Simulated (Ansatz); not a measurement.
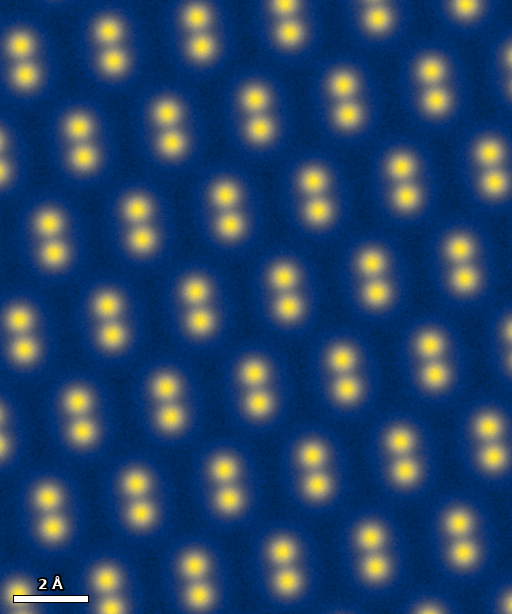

Dark-field STEM-like image of a crystal. Simulation: incoherent imaging, intensity Z^1.7 per atom, probe width 0.50 Å, thin sample. The probe carries 25 % of its weight in a tail 2.5 times as wide. The display is stretched by a gamma of 0.65; percentages refer to the linear signal. Shot noise was added.

> Give the net of the columns and its spacings.

The pattern repeats on a centred rectangular net of 2.4 × 4.9 Å.

> Which plane group does this projection have?

c2mm: perpendicular mirror lines on a centred net, with further twofold points between them.

> How many columns does the smallest repeating cell hold, and how many levels of brightness?

2 columns in the primitive cell of 6.0 Å², all of one brightness.

The crystal is Al (P6_3/mmc, No. 194) seen along [101]. Structure: the end point of a relaxation at fixed volume with DFT PBE, spin-orbit coupling, plane waves, PAW in Ansatz; the starting structure was generated, so it need not be a known form of this composition.
